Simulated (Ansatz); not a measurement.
**Geometry relaxation of Sn9O16 (charge +3) (part 2 of 3)**

Sn9O16 (defect cell, 25 atoms in the cell, total charge +3); DFT PBE, scalar-relativistic, plane waves, PAW, spin-polarised (Ansatz 0.2.0); cutoff 420 eV, 3×3×3 k-mesh, Gaussian smearing of 0.01 eV, collinear spins. The structure derives from a Materials Project entry. It belongs to a series of runs on one base structure; here: Sn interstitial, charge +3, atoms relaxed at the host's cell.

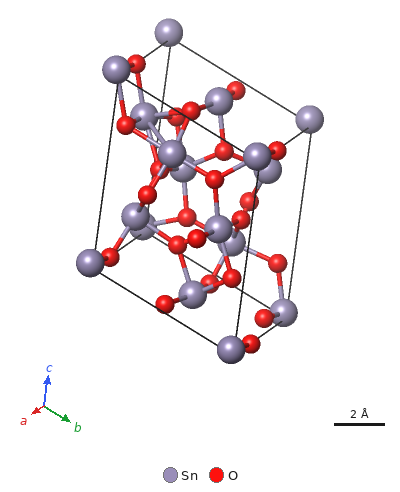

Figure 1. The geometry at step 1 of the log (ball-and-stick view of the cell of the calculation, seen slightly off an axis).

```
SCF converged after 4 iterations
Magnetization: 0.0000 μB (109.5000 up, 109.5000 down)
Absolute magnetization: 0.0000 μB (∫|ρ↑−ρ↓|, with the PAW one-centre terms)
Spin contamination: 0.0000 ħ² per cell (⟨S²⟩ above its minimum at these occupations)
Per-site moments (μB) at R_I (Å): [(1.7277481925986527e-8, 0.8402305642014946), (1.7497791499752766e-8, 0.819263952202967), (1.717610424686054e-8, 0.8402370017944322), (1.3847475646617076e-8, 0.8193030487545654), (1.2956493366385925e-8, 0.8358977158293973), (1.3218023483768973e-8, 0.8358566126589355), (1.3534304477811666e-8, 0.83587918689565), (1.3145895327439836e-8, 0.8358848444382698), (4.177663221416977e-8, 0.838477993264228), (3.5119190854449726e-8, 0.819263952202967), (3.925966065558904e-8, 0.8384538839165903), (1.0751634620182936e-7, 0.828258412011416), (4.0482091450201794e-8, 0.838483888446472), (5.962084941653145e-8, 0.8282571837714241), (4.2226415632536154e-8, 0.8385142099737483), (1.9915783488226983e-8, 0.8193030487545654), (-2.3462027317619684e-8, 0.8790269536266448), (4.319407201807541e-8, 0.8216537438067013), (4.4088330414245834e-8, 0.8216504301614524), (-1.499172710096515e-8, 0.8789469908027816), (1.3778187720423633e-7, 0.8215589866696037), (1.9416858362147496e-8, 0.8789870566989513), (1.0762637799613615e-8, 0.8790836616974124), (1.267079750294628e-7, 0.8215483110056342), (6.032132339389171e-9, 0.8282571837714241)]
Free energy (F): -63327.729719 eV
Harris-Foulkes:  -63327.729719 eV  (|F-HF|=1.30e-8)
Internal energy: -63327.729386 eV  (E = F + TS)
E sigma→0 (E₀):  -63327.729552 eV
Entropy (-TS):   -0.000333 eV (-0.013 meV/atom)
Fermi energy:    12.390544 eV
--- Per-component energies (eV) ---
  E_band       = -465.949137
  E_kinetic    = 4480.531722
  E_local      = -12036.030770  (includes V_loc(G=0)·N_el)
  E_nonlocal   = 499.674969
  E_hartree    = 6410.518180
  E_xc         = -4575.869599
  E_vxc        = -2317.735723  (∫ρ·V_xc dr)
  E_paw        = -39848.736188  (= ΣΔE_a)
  E_vpaw       = -3913.459221  (= ΣTr[D̂ρ^β])
  E_aug_tail   = 0.038718  (compensation charges beyond the density's cutoff)
  E_ewald      = -18257.856419
  E_smearing   = -0.000333  (= −TS)
  E_closure    = 0.000000  (closes the sum)
  E_deformation_potential = 55.177216  (in the stress; not in F)
  Σ components = -63327.729719   (vs F -63327.729719, Δ=0.00e0)
--- Forces (eV/Å), atoms counted from 1 ---
  atom   1  Sn    -0.00021734    -0.00013923     0.00010280
  atom   2  Sn     0.02452219     0.00285215    -0.00058371
  atom   3  Sn     0.00161387    -0.00358884    -0.00064961
  atom   4  Sn    -0.02364977    -0.00867212     0.00034779
  atom   5  Sn     0.00370453     0.00862925     0.00716920
  atom   6  Sn    -0.00758337    -0.00596071    -0.00737417
  atom   7  Sn    -0.00633398    -0.00603092     0.00633473
  atom   8  Sn     0.00495304     0.00766482    -0.00673943
  atom   9  O      0.00168935    -0.00152823     0.00146239
  atom  10  O     -0.00344752    -0.00190334    -0.00123012
  atom  11  O      0.00085677    -0.00279299     0.00026215
  atom  12  O      0.00750697     0.00765805    -0.00022476
  atom  13  O     -0.00091914     0.00269302    -0.00126266
  atom  14  O     -0.00612843    -0.00997218    -0.00054923
  atom  15  O     -0.00168169     0.00212308     0.00298452
  atom  16  O      0.00619459     0.00204424    -0.00025284
  atom  17  O      0.00311732     0.00334410    -0.00592437
  atom  18  O      0.00289656    -0.00056467    -0.00074029
  atom  19  O      0.00198619    -0.00155557     0.00132748
  atom  20  O      0.00480568     0.00358453     0.00530855
  atom  21  O     -0.00199712     0.00317434     0.00312738
  atom  22  O     -0.00410729    -0.00132712     0.00097138
  atom  23  O     -0.00188380    -0.00090448    -0.00123161
  atom  24  O     -0.00297989     0.00268271    -0.00325008
  atom  25  Sn    -0.00291938    -0.00149728     0.00061507
  max |Σ_I F_I| component: 1.26e-5 eV/Å
--- Charged-cell corrections in eV (Makov–Payne, q = +3.000 e, ε = [14.025, 14.025, 10.894]) ---
  F (periodic)     = -63327.729719  (uncorrected; the corrections below are reported, never added to it)
  E_corr1          = +2.136276  (monopole, q²α_M/2ε̄L, of the cell on which ε is isotropic)
  F Makov-Payne    = -63325.593442  (F + E_corr1; no measured alignment; for a localised charge, not one spread in a band: unchecked)
  no potential alignment in this run, which stands beside a crystal: run the host's input off ansatz write-host-input, and read the two finished runs by ansatz place-levels (neither reads a slab, a wire or a sheet, whose cell leaves a vacuum)
--- Band table (eV; the first three rows and the last of 28) ---
  k-point 0 ↑: bands = ["-11.2454", "-10.9217", "-10.8679", "-10.7604", "-10.7459", "-10.5535", "-10.5514", "-10.5081", "-10.4243", "-10.3614", "-10.3609", "-10.3606", "-10.3060", "-10.2727", "-10.2704", "-10.1184", "-10.1104", "-10.0576", "-10.0123", "-9.9798", "-9.9785", "-9.9687", "-9.9267", "-9.9049", "-9.8975", "-9.8804", "-9.8187", "-9.8013", "-9.7924", "-9.7699", "-9.7683", "-9.7652", "-9.7502", "-9.7260", "-9.7259", "-9.7122", "-9.6939", "-9.6800", "-9.6688", "-9.6683", "-9.6650", "-9.6354", "-9.6333", "-9.6235", "-9.6184", "-8.9409", "-7.5741", "-7.3433", "-7.2653", "-7.2557", "-7.1049", "-6.9888", "-6.9460", "-6.8785", "-6.7906", "-6.7692", "-6.2733", "-6.1922", "-5.8516", "-5.7203", "-5.3801", "2.0118", "2.6883", "3.0327", "3.0389", "3.2091", "3.2745", "3.3176", "3.5966", "5.1264", "5.3908", "5.4065", "5.8679", "5.8841", "5.9441", "6.1179", "6.2789", "6.3300", "6.4088", "6.5759", "6.7122", "6.7558", "6.7983", "6.8483", "6.9334", "7.0693", "7.1420", "7.2961", "7.3921", "7.4591", "7.5454", "7.7101", "7.8459", "8.0956", "8.1275", "8.3659", "8.6100", "8.6333", "8.6758", "8.7482", "8.7597", "8.7735", "8.9032", "8.9977", "9.0050", "9.1254", "9.2969", "9.3853", "9.4924", "10.4271", "14.0699", "14.2611", "14.2755", "14.5995", "14.6278", "15.1733", "15.4058", "15.4830", "15.5190", "15.9574", "17.3914", "17.7804", "18.1006", "18.4100", "18.7408", "18.8780", "19.2178", "19.3980", "19.4450", "19.5743", "19.6654", "19.9673", "19.9931", "20.0393", "20.1726"]
  k-point 1 ↑: bands = ["-11.2171", "-10.8776", "-10.8672", "-10.8221", "-10.7329", "-10.6937", "-10.5437", "-10.5081", "-10.4483", "-10.4345", "-10.3681", "-10.3106", "-10.2685", "-10.2444", "-10.1569", "-10.1081", "-10.0527", "-10.0336", "-9.9927", "-9.9732", "-9.9553", "-9.9493", "-9.9449", "-9.9357", "-9.9076", "-9.8985", "-9.8516", "-9.8303", "-9.7966", "-9.7925", "-9.7651", "-9.7381", "-9.7346", "-9.7340", "-9.7185", "-9.7119", "-9.6902", "-9.6871", "-9.6734", "-9.6642", "-9.6470", "-9.6441", "-9.6412", "-9.6309", "-9.6246", "-8.8106", "-8.0901", "-7.5333", "-7.5128", "-7.3038", "-6.9343", "-6.8317", "-6.7992", "-6.7646", "-6.6578", "-6.4608", "-6.1302", "-6.1073", "-5.9504", "-5.8141", "-5.5543", "2.0603", "2.2309", "2.2627", "2.4612", "3.0854", "4.1021", "4.1973", "4.3332", "5.0536", "5.3927", "5.4273", "5.7296", "5.8508", "5.9672", "6.2714", "6.2925", "6.3410", "6.3631", "6.5752", "6.6614", "6.7169", "6.7281", "7.0492", "7.1400", "7.2131", "7.2589", "7.3597", "7.3737", "7.4394", "7.4947", "7.6252", "7.6333", "7.7348", "7.8490", "8.0085", "8.3476", "8.5019", "8.5687", "8.6413", "8.8101", "8.8677", "8.8856", "9.0298", "9.0361", "9.1302", "9.2900", "9.3781", "9.4483", "11.8321", "13.7935", "13.8522", "13.9741", "14.2705", "14.3878", "14.5016", "15.7377", "16.0405", "16.3625", "16.9176", "17.0893", "17.2175", "17.6017", "18.3383", "18.3400", "18.6549", "18.6770", "19.2828", "19.3251", "19.6902", "19.8255", "20.0683", "20.3268", "20.4529", "20.4607"]
  k-point 2 ↑: bands = ["-11.2217", "-10.9064", "-10.9020", "-10.7810", "-10.7390", "-10.6876", "-10.5544", "-10.5475", "-10.5231", "-10.4023", "-10.3040", "-10.2904", "-10.2616", "-10.1953", "-10.1539", "-10.1318", "-10.0507", "-10.0122", "-9.9923", "-9.9706", "-9.9603", "-9.9542", "-9.9268", "-9.9233", "-9.9062", "-9.8906", "-9.8434", "-9.7990", "-9.7932", "-9.7841", "-9.7708", "-9.7517", "-9.7322", "-9.7236", "-9.7206", "-9.7066", "-9.7001", "-9.6821", "-9.6804", "-9.6597", "-9.6536", "-9.6440", "-9.6333", "-9.6310", "-9.6238", "-8.7255", "-8.0451", "-7.7016", "-7.5045", "-7.3689", "-7.1325", "-7.0300", "-6.9431", "-6.8508", "-6.6855", "-6.4742", "-6.0516", "-5.9768", "-5.6942", "-5.6596", "-5.4651", "2.3920", "2.5624", "2.8108", "2.9806", "3.0731", "3.3477", "3.7056", "4.0170", "4.8338", "5.0665", "5.3182", "5.4831", "5.6540", "5.7394", "5.8285", "5.9595", "6.0838", "6.1795", "6.4655", "6.5431", "6.6644", "6.8489", "6.8680", "7.1111", "7.1901", "7.2807", "7.3334", "7.5938", "7.6683", "7.8904", "8.0505", "8.1322", "8.2039", "8.2312", "8.4055", "8.4508", "8.5168", "8.5669", "8.6364", "8.6820", "8.7758", "8.8400", "8.9044", "9.0560", "9.2111", "9.3005", "9.3549", "9.3634", "11.8835", "13.6625", "14.2872", "14.5061", "14.5709", "14.7442", "14.9402", "15.2090", "15.6525", "16.0314", "16.5689", "17.2121", "17.6315", "17.7377", "17.9491", "18.5353", "18.7695", "19.0123", "19.1378", "19.2140", "19.4330", "19.5715", "19.8707", "20.0257", "20.1573", "20.3635"]
  k-point 13 ↓: bands = ["-11.1928", "-10.9681", "-10.8698", "-10.8251", "-10.7668", "-10.7314", "-10.6034", "-10.5354", "-10.4744", "-10.4251", "-10.2883", "-10.2668", "-10.2255", "-10.1710", "-10.1440", "-10.0676", "-10.0358", "-10.0187", "-9.9888", "-9.9676", "-9.9339", "-9.9232", "-9.9116", "-9.9042", "-9.8822", "-9.8781", "-9.8376", "-9.8163", "-9.7953", "-9.7888", "-9.7739", "-9.7386", "-9.7300", "-9.7245", "-9.7192", "-9.7103", "-9.7023", "-9.6833", "-9.6797", "-9.6649", "-9.6485", "-9.6380", "-9.6371", "-9.6322", "-9.6253", "-8.5233", "-8.1824", "-7.9417", "-7.9167", "-7.5827", "-7.2700", "-7.1957", "-6.9826", "-6.4628", "-6.4537", "-6.1114", "-6.0191", "-5.8863", "-5.7698", "-5.5780", "-5.5162", "2.6043", "2.6941", "2.9271", "3.0108", "3.1635", "3.5348", "3.6948", "4.0192", "4.6174", "4.7033", "4.9828", "5.1175", "5.2555", "5.3040", "5.7181", "5.9236", "6.0290", "6.1868", "6.2874", "6.3877", "6.5563", "6.6907", "7.1234", "7.1590", "7.4298", "7.5130", "7.6452", "7.8010", "7.9210", "8.0077", "8.0984", "8.1504", "8.2501", "8.3276", "8.3701", "8.5047", "8.5606", "8.6089", "8.6641", "8.6980", "8.7760", "8.8520", "8.9434", "9.0679", "9.1387", "9.1955", "9.3114", "9.4201", "13.0284", "13.6463", "13.7338", "14.3258", "14.5042", "14.7170", "15.0710", "15.2660", "15.6977", "16.5637", "16.9681", "17.0627", "17.3430", "17.6037", "17.8759", "18.0845", "18.2886", "18.7090", "19.0245", "19.2566", "19.4401", "19.7159", "19.9561", "20.1165", "20.3145", "20.3482"]
--- Relaxed structure (6 steps of the walk, 6 accepted, 0 SCFs on fresh bases) ---
  F+E_penalty+E_count = -63327.72971892 eV   max|allowed force component| = 2.452e-2 eV/Å
  atoms:
    - { symbol: Sn, position: [0.12368936726331844, 0.6144600899909165, 0.24880365248014186] }
    - { symbol: Sn, position: [0.9223145382792669, 0.399195267490647, 0.7487929710401187] }
    - { symbol: Sn, position: [0.6236518832538791, 0.11454140483249911, 0.24882324083704194] }
    - { symbol: Sn, position: [0.3248643594166876, 0.829800171834963, 0.7488010634058677] }
    - { symbol: Sn, position: [0.7496423090354445, 0.7191260200641809, 0.48497250425455196] }
    - { symbol: Sn, position: [0.4976768743576515, 0.5098929034856672, 0.012650285196320329] }
    - { symbol: Sn, position: [0.23386374156651768, 0.24603653374966852, 0.48499966988767246] }
    - { symbol: Sn, position: [1.0134982460966133, 0.982951143158033, 0.012680485752165021] }
    - { symbol: O, position: [0.10044057614617521, 0.92007489935199, 0.2561761018253806] }
    - { symbol: O, position: [0.8730705688743702, 0.6859349658216268, 0.748808099082691] }
    - { symbol: O, position: [0.5929729524689517, 0.41277848033675596, 0.24149614454150323] }
    - { symbol: O, position: [0.33376646371980845, 0.16430511753682114, 0.7488162075583642] }
    - { symbol: O, position: [0.14705670426336287, 0.308889243160613, 0.24150329374965915] }
    - { symbol: O, position: [0.9135204628134892, 0.06470410515594288, 0.7488092812893882] }
    - { symbol: O, position: [0.6542927997972344, 0.8162615426113823, 0.2561663923277881] }
    - { symbol: O, position: [0.3744584080149372, 0.5431185952725903, 0.7488146151063392] }
    - { symbol: O, position: [0.4564260086563398, 0.7807634688675822, 0.5241459872525763] }
    - { symbol: O, position: [0.20236496794735415, 0.5309505315732085, 0.014283661549866229] }
    - { symbol: O, position: [0.9368855801056157, 0.2654859465276578, 0.4833086335571783] }
    - { symbol: O, position: [0.6811433304616373, 0.005476934921021354, -0.026472815968907725] }
    - { symbol: O, position: [0.044925981013370114, 0.6979220465005453, 0.4832693855220763] }
    - { symbol: O, position: [0.7908828007685519, 0.4481372749044973, -0.02655348357141402] }
    - { symbol: O, position: [0.5663138006291231, 0.22356335191564486, 0.524232085395804] }
    - { symbol: O, position: [0.3104547372748181, -0.03655015446472362, 0.014327831037325543] }
    - { symbol: Sn, position: [0.6236463970754811, 1.1144490055002683, 0.748842362190502] }
--- Löwdin populations: 25 sites ---
  site symbol       q [e]    m [muB]
     0     Sn     12.2132     0.0000
     1     Sn     12.2536     0.0000
     2     Sn     12.2132     0.0000
     3     Sn     12.2538     0.0000
     4     Sn     12.2434     0.0000
     5     Sn     12.2434     0.0000
     6     Sn     12.2434     0.0000
     7     Sn     12.2434     0.0000
     8      O      6.7394     0.0000
     9      O      6.7475     0.0000
    10      O      6.7394     0.0000
    11      O      6.7033     0.0000
    12      O      6.7394     0.0000
    13      O      6.7034     0.0000
    14      O      6.7394     0.0000
    15      O      6.7474     0.0000
    16      O      6.7319    -0.0000
    17      O      6.7374     0.0000
    18      O      6.7375     0.0000
    19      O      6.7319    -0.0000
    20      O      6.7374     0.0000
    21      O      6.7319     0.0000
    22      O      6.7319     0.0000
    23      O      6.7374     0.0000
    24     Sn     12.3383     0.0000
  spilling = 0.004648 (of n_electrons = 219.000000)
```

**File populations.tsv**
```
# site	symbol	l	j	q_up	q_dn
# orbitals = lowdin
# n_electrons = 219.000000
# spilling = 0.004648
0	Sn	0_5S	-	0.457744	0.457744
0	Sn	1_5P	-	0.652916	0.652916
0	Sn	2_4D	-	4.995945	4.995945
1	Sn	0_5S	-	0.458383	0.458383
1	Sn	1_5P	-	0.673560	0.673560
1	Sn	2_4D	-	4.994864	4.994864
2	Sn	0_5S	-	0.457751	0.457751
2	Sn	1_5P	-	0.652918	0.652918
2	Sn	2_4D	-	4.995945	4.995945
3	Sn	0_5S	-	0.458507	0.458507
3	Sn	1_5P	-	0.673552	0.673552
3	Sn	2_4D	-	4.994857	4.994857
4	Sn	0_5S	-	0.452841	0.452841
4	Sn	1_5P	-	0.672872	0.672872
4	Sn	2_4D	-	4.995970	4.995970
5	Sn	0_5S	-	0.452899	0.452899
5	Sn	1_5P	-	0.672853	0.672853
5	Sn	2_4D	-	4.995971	4.995971
6	Sn	0_5S	-	0.452885	0.452885
6	Sn	1_5P	-	0.672859	0.672859
6	Sn	2_4D	-	4.995971	4.995971
7	Sn	0_5S	-	0.452871	0.452871
7	Sn	1_5P	-	0.672861	0.672861
7	Sn	2_4D	-	4.995970	4.995970
8	O	0_2S	-	0.862800	0.862800
8	O	1_2P	-	2.506899	2.506899
9	O	0_2S	-	0.857026	0.857026
9	O	1_2P	-	2.516723	2.516723
10	O	0_2S	-	0.862800	0.862800
10	O	1_2P	-	2.506901	2.506901
11	O	0_2S	-	0.889045	0.889045
11	O	1_2P	-	2.462597	2.462597
12	O	0_2S	-	0.862804	0.862804
12	O	1_2P	-	2.506887	2.506887
13	O	0_2S	-	0.889040	0.889040
13	O	1_2P	-	2.462636	2.462636
14	O	0_2S	-	0.862811	0.862811
14	O	1_2P	-	2.506879	2.506879
15	O	0_2S	-	0.857061	0.857061
15	O	1_2P	-	2.516658	2.516658
16	O	0_2S	-	0.880843	0.880843
16	O	1_2P	-	2.485090	2.485090
17	O	0_2S	-	0.855787	0.855787
17	O	1_2P	-	2.512928	2.512928
18	O	0_2S	-	0.855789	0.855789
18	O	1_2P	-	2.512938	2.512937
19	O	0_2S	-	0.880844	0.880844
19	O	1_2P	-	2.485092	2.485092
20	O	0_2S	-	0.855791	0.855791
20	O	1_2P	-	2.512918	2.512918
21	O	0_2S	-	0.880833	0.880833
21	O	1_2P	-	2.485114	2.485114
22	O	0_2S	-	0.880830	0.880830
22	O	1_2P	-	2.485112	2.485112
23	O	0_2S	-	0.855791	0.855791
23	O	1_2P	-	2.512905	2.512905
24	Sn	0_5S	-	0.444696	0.444696
24	Sn	1_5P	-	0.728614	0.728614
24	Sn	2_4D	-	4.995843	4.995843
```

**Trajectory as extended XYZ (Å, eV, eV/Å), 6 frames, from step=1 to step=6**
```
25
Lattice="-4.8272 -4.8272 0.0000 -4.8272 4.8272 0.0000 4.8272 0.0000 -6.4763" Properties=species:S:1:pos:R:3:forces:R:3 step=1 energy=-63326.84185
Sn   -2.4058    2.3519   -1.5884   -0.0980  -0.0360   0.5344
Sn   -2.6163   -2.4827   -4.8508   -0.0901   0.0518  -0.0259
Sn   -2.4064   -2.4728   -1.6365   -0.0848  -0.0838  -0.3827
Sn   -1.7419    2.6992   -4.8373    0.4735   0.1603  -0.4224
Sn   -4.7183   -0.1611   -3.0627    0.1586   0.0342   0.1866
Sn   -4.9099    0.1200   -0.0218   -0.0061  -0.0444  -0.6113
Sn   -0.0814    0.1207   -3.2035    0.0513   0.0052   0.6258
Sn   -9.5428   -0.1621   -0.1630    0.1688   0.0869  -0.1074
O    -3.6865    3.9716   -1.7753   -0.0609  -0.0580  -0.0152
O    -4.0092   -0.9965   -4.8504   -0.2502   0.0395   0.0326
O    -3.6879   -0.8538   -1.4508   -0.0666  -0.0100  -0.0547
O     1.0274   -0.5986   -4.8514    0.7483  -1.1050   0.0174
O    -1.1208    0.7208   -1.5830    0.0454   0.0220   0.0224
O    -1.0008   -4.0505   -4.8400   -0.0772  -0.2665  -0.0648
O    -5.9489    0.7225   -1.6417    0.1261  -0.0309  -0.0775
O    -1.0865    0.8151   -4.8507   -0.0625   0.2386   0.0458
O    -3.5040    1.4690   -3.1693    0.1664   0.5508  -0.9276
O    -3.4868    1.6121   -0.0342   -0.0493  -0.0610   0.0911
O    -3.4858   -3.2150   -3.1907   -0.0593  -0.0434  -0.1226
O    -3.4733   -3.3843   -0.0690   -0.1528   0.7410   1.3242
O    -1.1139    3.0816   -2.9638   -0.4056  -0.1475  -0.6940
O    -6.0808   -1.6981    0.1787    0.2130   0.0095   0.1120
O    -1.2519   -1.6980   -3.4051    0.2031   0.0588  -0.0906
O    -1.1142   -1.7443   -0.2613   -0.4598  -0.1506   0.9715
Sn   -4.5025    2.3116   -4.8308   -0.4314   0.0385  -0.3672
```
